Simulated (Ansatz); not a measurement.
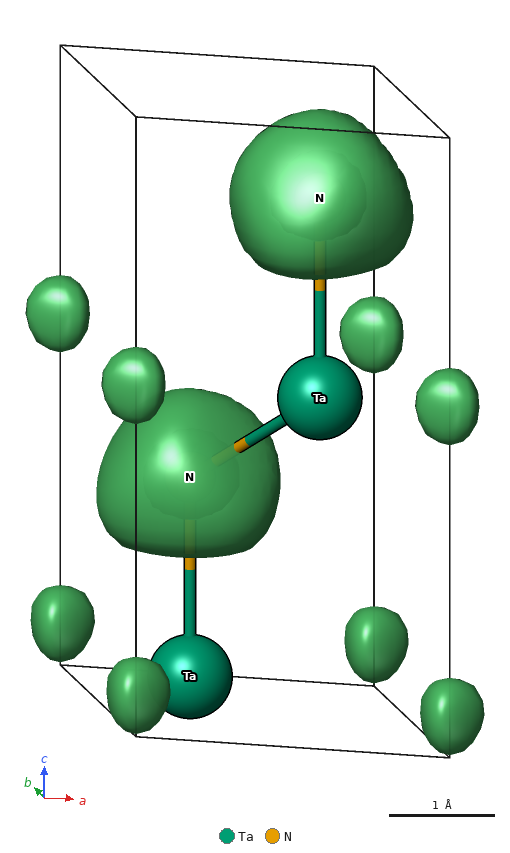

Figure 1: TaN. Isosurface of the ELF at 0.7 (green), seen slightly off an axis. Core shells and regions of very low density are left out. Sticks mark near contacts.

Space group P6₃mc.

Computed with DFT r2SCAN, scalar-relativistic, plane waves, PAW (Ansatz 0.2.0).

Identify the bonds, lone pairs and shells in this picture.

The surface consists of two regions wrapped around N (the valence shell of each) and two pockets between the atoms, centred on no nucleus (multi-centre or interstitial), counted in one cell of 4 atoms. Any copies at cell faces, edges or corners count once. Along the contacts the grid gives the following. Ta–N (1.96 Å): the ELF peaks at about 0.85 in the valence shell of N, 0.6 Å from its nucleus, and drops to about 0.30 between the two atoms. Ta–N (2.11 Å): the ELF peaks at about 0.80 in the valence shell of N, 0.6 Å from its nucleus, and drops to about 0.25 between the two atoms (no localised pair shows between them).
